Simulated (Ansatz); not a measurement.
# Single-point calculation, with input and output: Li$_{8}$Nb$_{7}$O$_{24}$ (part 2 of 2)

Li$_{8}$Nb$_{7}$O$_{24}$ (defect cell, 39 atoms in the cell); DFT PBE, scalar-relativistic, plane waves, PAW, spin-polarised (Ansatz 0.2.0); cutoff 420 eV, 3×3×3 k-mesh, Gaussian smearing of 0.05 eV, collinear spins. The structure derives from an entry of the Crystallography Open Database.

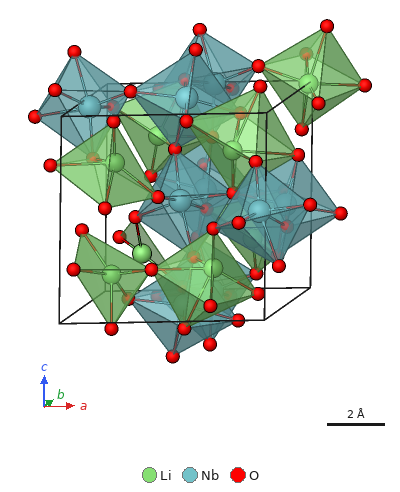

Figure 1. The structure as given in the input (polyhedral view of the cell of the calculation, seen slightly off an axis; polyhedra are completed across the faces of the cell). An atom can appear more than once, as a periodic image.

Output, continued
```
  k-point 0 ↑: bands = ["-47.6836", "-47.5931", "-47.4585", "-47.4172", "-47.3744", "-47.3530", "-47.2597", "-35.9403", "-35.7627", "-35.6931", "-35.6739", "-35.6271", "-35.6232", "-35.5625", "-35.0638", "-23.9686", "-23.9107", "-23.8896", "-23.8863", "-23.8538", "-23.8188", "-23.7920", "-23.7861", "-23.7540", "-23.7234", "-23.6953", "-23.6217", "-23.5924", "-23.5614", "-23.5494", "-23.5476", "-23.5358", "-23.5239", "-23.5129", "-23.4747", "-23.4195", "-10.9782", "-10.6834", "-10.3240", "-10.2245",
      "-10.1541", "-10.0755", "-10.0220", "-9.9088", "-9.8591", "-9.7761", "-9.6737", "-9.6161", "-9.2377", "-9.1009", "-9.0581", "-9.0383", "-8.9797", "-8.8357", "-8.8053", "-8.7566", "-8.6748", "-8.5670", "-8.5180", "-8.4844", "1.6874", "1.7749", "1.8590", "1.9407", "1.9487", "2.0240", "2.0756", "2.1248", "2.1818", "2.2033", "2.2356", "2.2919", "2.4699", "2.5143", "2.5497", "3.0289", "3.1661", "3.4283", "3.5082", "3.5695",
      "3.7204", "3.8361", "3.9102", "4.1027", "4.1339", "4.2881", "4.3377", "4.3698", "4.4214", "4.5223", "4.5521", "4.6016", "4.6178", "4.6585", "4.7327", "4.8029", "4.9056", "4.9510", "5.0413", "5.0616", "5.1544", "5.1696", "5.2538", "5.2581", "5.2625", "5.3116", "5.3374", "5.3969", "5.4138", "5.5508", "5.5762", "5.6187", "5.7075", "5.7748", "5.7825", "5.8235", "5.8773", "5.9252", "5.9397", "6.0370",
      "6.1643", "6.1979", "6.2474", "6.2638", "6.3200", "6.3691", "6.4319", "6.4598", "6.4847", "6.5084", "6.5566", "6.6551", "9.6677", "9.7332", "9.8939", "10.3521", "10.4088", "10.4537", "10.7565", "10.9200", "10.9904", "11.1348", "11.4134", "11.4921", "11.7421", "11.7494", "11.8655", "11.9674", "12.0842", "12.1734", "12.2753", "12.3363", "12.5628", "13.9895", "14.1211", "14.2494", "14.3626", "14.5218", "14.5904", "14.8136",
      "14.9449", "15.1010", "15.4116", "15.8891", "16.1718", "16.8698", "16.9661", "17.0810", "17.3091", "17.3295"]
  k-point 1 ↑: bands = ["-47.6835", "-47.5931", "-47.4585", "-47.4172", "-47.3744", "-47.3530", "-47.2597", "-35.9403", "-35.7627", "-35.6931", "-35.6739", "-35.6271", "-35.6232", "-35.5625", "-35.0638", "-23.9527", "-23.9057", "-23.8877", "-23.8823", "-23.8309", "-23.8118", "-23.7879", "-23.7850", "-23.7538", "-23.6988", "-23.6895", "-23.6518", "-23.5924", "-23.5801", "-23.5743", "-23.5494", "-23.5358", "-23.5231", "-23.5133", "-23.4754", "-23.4441", "-10.9197", "-10.6915", "-10.2601", "-10.1769",
      "-10.0995", "-10.0323", "-9.9733", "-9.9103", "-9.8211", "-9.6853", "-9.5510", "-9.4957", "-9.4412", "-9.0955", "-9.0734", "-9.0425", "-9.0091", "-8.9891", "-8.8687", "-8.8171", "-8.7676", "-8.7096", "-8.5699", "-8.4976", "1.7859", "1.8759", "1.9630", "2.0336", "2.0836", "2.1480", "2.1751", "2.2090", "2.2781", "2.4088", "2.4468", "2.5370", "2.6818", "2.7581", "2.8443", "2.9221", "3.0462", "3.2376", "3.2913", "3.3416",
      "3.4704", "3.7028", "3.7464", "3.8980", "3.9724", "4.1053", "4.1909", "4.2861", "4.3408", "4.4254", "4.4492", "4.5537", "4.5882", "4.7109", "4.7225", "4.7998", "4.8837", "4.9107", "5.0226", "5.0464", "5.0754", "5.1511", "5.2162", "5.2297", "5.2793", "5.3536", "5.3898", "5.4486", "5.4921", "5.5325", "5.5788", "5.6659", "5.7041", "5.7568", "5.7871", "5.8547", "5.8806", "5.9452", "5.9882", "6.0295",
      "6.0747", "6.1099", "6.1930", "6.2108", "6.2583", "6.3073", "6.3564", "6.3946", "6.4677", "6.5211", "6.5814", "6.6573", "9.7760", "10.0726", "10.3047", "10.4147", "10.4709", "10.5507", "10.7942", "10.9543", "11.0679", "11.1585", "11.3855", "11.4820", "11.6931", "11.7469", "11.8204", "11.9193", "11.9598", "12.1524", "12.2814", "12.3065", "12.4778", "14.0180", "14.1765", "14.3225", "14.4976", "14.5963", "14.7234", "14.8904",
      "14.9996", "15.2215", "15.6866", "15.8291", "16.1878", "16.3249", "16.6443", "16.9092", "17.1368", "17.2292"]
  k-point 2 ↑: bands = ["-47.6835", "-47.5931", "-47.4585", "-47.4172", "-47.3745", "-47.3530", "-47.2597", "-35.9403", "-35.7627", "-35.6931", "-35.6739", "-35.6271", "-35.6232", "-35.5625", "-35.0638", "-23.9640", "-23.9025", "-23.8789", "-23.8763", "-23.8532", "-23.8039", "-23.7923", "-23.7857", "-23.7279", "-23.7055", "-23.6973", "-23.6216", "-23.5920", "-23.5864", "-23.5624", "-23.5608", "-23.5476", "-23.5263", "-23.5198", "-23.5021", "-23.4196", "-10.9359", "-10.6943", "-10.2727", "-10.1822",
      "-10.1315", "-10.0675", "-9.9064", "-9.8109", "-9.7798", "-9.7373", "-9.6677", "-9.3833", "-9.3187", "-9.2178", "-9.1758", "-9.0757", "-9.0277", "-8.9547", "-8.8224", "-8.8097", "-8.7590", "-8.6475", "-8.5744", "-8.5395", "1.6990", "1.8044", "1.9075", "1.9679", "2.0444", "2.1189", "2.1661", "2.2849", "2.3313", "2.3884", "2.4558", "2.5604", "2.6558", "2.7501", "2.8670", "3.0607", "3.1324", "3.2600", "3.3264", "3.3999",
      "3.4566", "3.5953", "3.8019", "3.9010", "4.0190", "4.0987", "4.1665", "4.2245", "4.3123", "4.4048", "4.4651", "4.5991", "4.6287", "4.7070", "4.7530", "4.7925", "4.8594", "4.9170", "4.9684", "5.0403", "5.0665", "5.1060", "5.1701", "5.2405", "5.3068", "5.3431", "5.3704", "5.4599", "5.4971", "5.5956", "5.6270", "5.6895", "5.7285", "5.7552", "5.8259", "5.8406", "5.8886", "5.9185", "5.9528", "6.0476",
      "6.0900", "6.1259", "6.1695", "6.2353", "6.2739", "6.3392", "6.3695", "6.3970", "6.4617", "6.5049", "6.5824", "6.6238", "9.7021", "10.1127", "10.2269", "10.3428", "10.4827", "10.5687", "10.8133", "10.9774", "11.0598", "11.1430", "11.4006", "11.4859", "11.6156", "11.7059", "11.8160", "11.9133", "12.0517", "12.1476", "12.1990", "12.3457", "12.4286", "14.0566", "14.1949", "14.2762", "14.4530", "14.4989", "14.8217", "14.8679",
      "15.0379", "15.2648", "15.7372", "15.8125", "16.1413", "16.3718", "16.7812", "16.9491", "17.1678", "17.2338"]
  k-point 13 ↓: bands = ["-47.6942", "-47.5970", "-47.4643", "-47.4372", "-47.3770", "-47.3741", "-47.2716", "-35.9405", "-35.7640", "-35.6944", "-35.6754", "-35.6307", "-35.6268", "-35.5668", "-35.0691", "-23.9516", "-23.8978", "-23.8732", "-23.8600", "-23.8311", "-23.8053", "-23.7790", "-23.7622", "-23.7203", "-23.7151", "-23.6848", "-23.6720", "-23.6458", "-23.5999", "-23.5904", "-23.5824", "-23.5800", "-23.5741", "-23.5470", "-23.5139", "-23.4563", "-10.0348", "-9.8694", "-9.8242", "-9.6758",
      "-9.6316", "-9.5933", "-9.5004", "-9.4483", "-9.3820", "-9.3243", "-9.2551", "-9.1220", "-9.1011", "-9.0590", "-8.9899", "-8.9289", "-8.9123", "-8.8613", "-8.8235", "-8.7728", "-8.7461", "-8.4868", "-8.2573", "-8.1020", "2.2590", "2.3549", "2.4188", "2.4724", "2.4913", "2.5862", "2.6645", "2.7202", "2.7745", "2.8927", "2.9322", "3.0294", "3.1597", "3.1904", "3.2512", "3.3040", "3.3505", "3.4242", "3.4785", "3.5435",
      "3.6324", "3.7476", "3.7560", "3.8383", "3.8734", "3.9283", "4.0004", "4.1064", "4.1930", "4.2211", "4.3356", "4.3714", "4.4695", "4.5523", "4.6813", "4.6948", "4.8353", "4.8709", "4.9711", "5.1137", "5.1678", "5.2568", "5.3209", "5.4215", "5.5410", "5.5611", "5.7795", "5.8596", "5.9232", "5.9392", "6.0086", "6.0600", "6.1020", "6.1636", "6.1888", "6.2395", "6.2926", "6.3040", "6.3909", "6.4039",
      "6.4663", "6.5111", "6.5678", "6.6331", "6.6661", "6.7124", "6.7730", "7.1957", "7.3635", "7.4779", "7.5040", "7.6090", "10.3460", "10.4332", "10.5733", "10.5997", "10.7154", "10.8016", "10.9761", "11.0792", "11.1905", "11.2677", "11.4886", "11.5498", "11.6187", "11.6542", "11.7533", "11.8968", "11.9343", "12.0413", "12.0872", "12.1119", "12.2497", "14.3503", "14.5732", "14.7051", "14.7910", "14.8889", "14.9735", "15.2758",
      "15.3444", "15.5897", "15.7522", "15.8876", "16.0632", "16.2350", "16.4504", "16.6017", "16.8814", "16.9310"]
--- Löwdin populations: 39 sites ---
  site symbol       q [e]    m [muB]
     0     Li      2.2678    -0.0054
     1     Li      2.2612    -0.0025
     2     Li      2.2614    -0.0015
     3     Li      2.2639    -0.0023
     4     Li      2.2616    -0.0043
     5     Li      2.2588    -0.0045
     6     Li      2.2538    -0.0027
     7     Li      2.2689    -0.0067
     8     Nb     11.4658    -0.0125
     9     Nb     11.4758    -0.0173
    10     Nb     11.4512    -0.0260
    11     Nb     11.4971    -0.0332
    12     Nb     11.4880    -0.0583
    13     Nb     11.4789    -0.0546
    14     Nb     11.4451    -0.0060
    15      O      6.6451     0.0127
    16      O      6.4616     1.1314
    17      O      6.6750     0.0171
    18      O      6.6159     0.1056
    19      O      6.6690     0.0155
    20      O      6.6795     0.0155
    21      O      6.5907     0.9391
    22      O      6.5664     0.3395
    23      O      6.4310     1.1556
    24      O      6.6978     0.0443
    25      O      6.6555     0.0137
    26      O      6.5763     0.3090
    27      O      6.6784     0.0456
    28      O      6.7123     0.0606
    29      O      6.6492     0.0370
    30      O      6.6343     0.2863
    31      O      6.7010     0.0467
    32      O      6.5986     0.3751
    33      O      6.6892     0.0571
    34      O      6.6649     0.0244
    35      O      6.6657     0.0499
    36      O      6.6584     0.0159
    37      O      6.6752     0.0662
    38      O      6.6593     0.1044
  spilling = 0.005215 (of n_electrons = 259.000000)
--- Bader charges: 39 sites ---
  site symbol  charge [e]  shift [e]    m [muB]
     0     Li      0.8933     0.0009     0.0000
     1     Li      0.8920     0.0008    -0.0001
     2     Li      0.8909     0.0008    -0.0003
     3     Li      0.8879     0.0009     0.0000
     4     Li      0.8884     0.0010    -0.0010
     5     Li      0.8904     0.0010    -0.0010
     6     Li      0.8965     0.0008     0.0004
     7     Li      0.8896     0.0011     0.0000
     8     Nb      2.7835     0.0044    -0.0041
     9     Nb      2.7794     0.0047    -0.0078
    10     Nb      2.7941     0.0040    -0.0131
    11     Nb      2.7339     0.0056    -0.0172
    12     Nb      2.7315     0.0059    -0.0309
    13     Nb      2.7400     0.0058    -0.0306
    14     Nb      2.7908     0.0051    -0.0032
    15      O     -1.1681     0.0023     0.0107
    16      O     -0.6859     0.0004     1.0959
    17      O     -1.2169     0.0019     0.0156
    18      O     -1.1359     0.0017     0.1006
    19      O     -1.2074     0.0021     0.0142
    20      O     -1.1957     0.0018     0.0134
    21      O     -0.8374     0.0005     0.9099
    22      O     -1.0282     0.0010     0.3300
    23      O     -0.6619     0.0003     1.1184
    24      O     -1.2226     0.0016     0.0406
    25      O     -1.1783     0.0023     0.0124
    26      O     -1.0461     0.0010     0.3010
    27      O     -1.1952     0.0015     0.0480
    28      O     -1.1656     0.0038     0.0622
    29      O     -1.1688     0.0017     0.0345
    30      O     -1.1099     0.0010     0.2749
    31      O     -1.2084     0.0016     0.0462
    32      O     -1.0499     0.0009     0.3610
    33      O     -1.1499     0.0040     0.0585
    34      O     -1.1850     0.0021     0.0234
    35      O     -1.1788     0.0016     0.0507
    36      O     -1.1776     0.0023     0.0143
    37      O     -1.1996     0.0015     0.0644
    38      O     -1.1091     0.0040     0.1082
  estimated error of the sums over rays = 4.5e-4 e
```

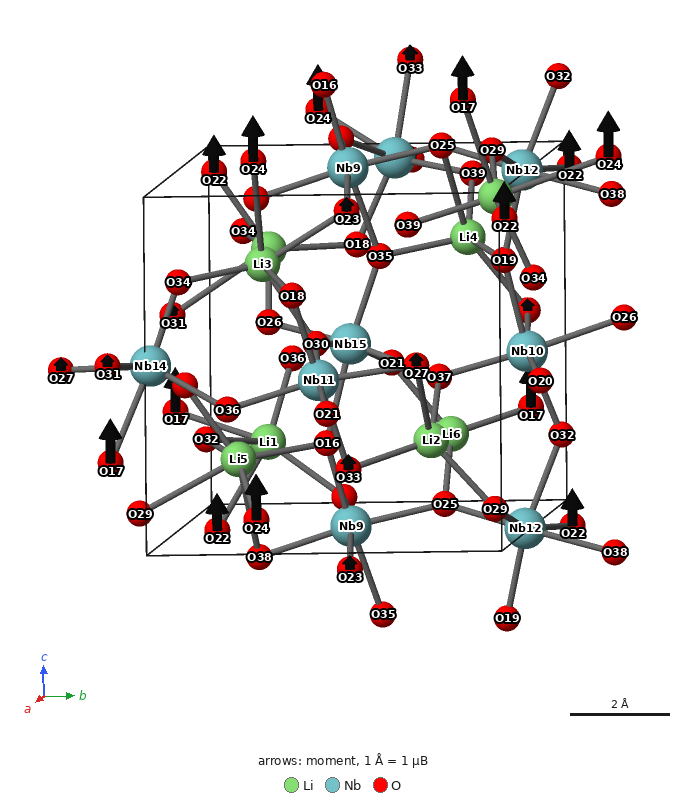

Figure 2. Magnetic moments of the sites as black arrows (ball-and-stick view of the cell of the calculation, seen slightly off an axis; bonded neighbours outside the cell are drawn too; atoms are numbered from 1 in the order of the input); small moments hardly show. The run is collinear, so the axis drawn is arbitrary. Site moments: O24 (0.96 μB); O17 (0.93 μB); O22 (0.78 μB); O33 (0.32 μB); O23 (0.30 μB); O27 (0.27 μB); O31 (0.25 μB), among others. They are counted near the atoms and needn't add up to the moment of the cell.

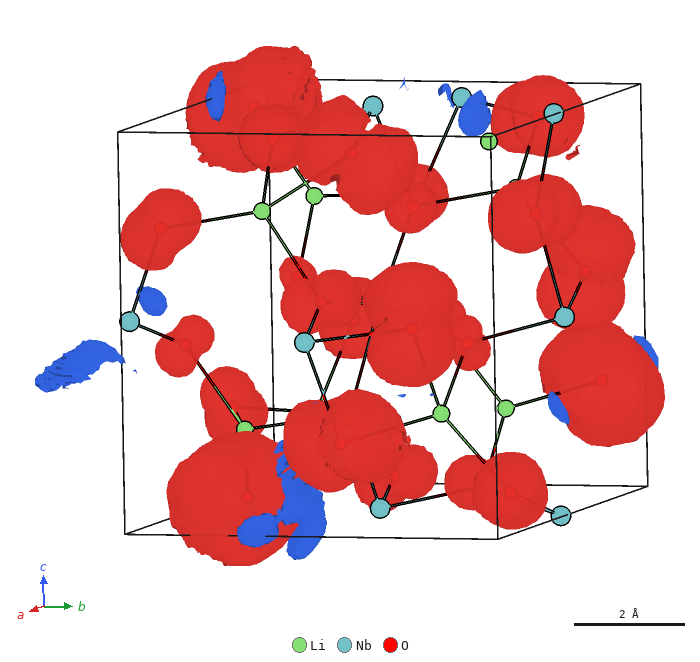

Figure 3. Isosurfaces of the spin density at +0.01 (red) and −0.01 e/Å³ (blue), seen slightly off an axis. Sticks mark near contacts. The outline is the calculation cell. The cell of the calculation (39 atoms) carries 5.0 μB net. Core electrons are frozen (PAW), so the fields are smoothed inside the atomic spheres.

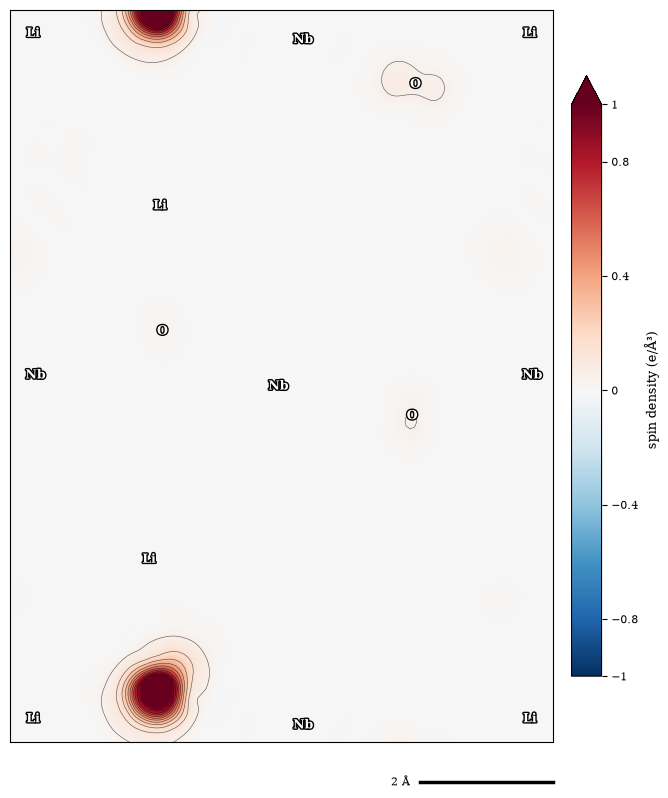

Figure 4. Spin density (up minus down) on the (011) plane of the calculation cell. The section cuts through Li, Nb and O sites. The cell of the calculation (39 atoms) carries 5.0 μB net.

Summary

- outcome: converged
- electrons treated: 259
- free energy: −47148.0533 eV
- Fermi energy: 6.976 eV
- gap on the k-point mesh: 0.37 eV
- net moment of the cell: 5.00 μB
- integrated absolute moment: 5.39 μB
- largest force (length of the vector): 0.072 eV/Å
- hardware: 4 threads of Arm Neoverse V2, 24 GiB of memory available, shared host
- wall time: 3.5 min (CPU time 14 min)
- peak memory: 2.4 GiB
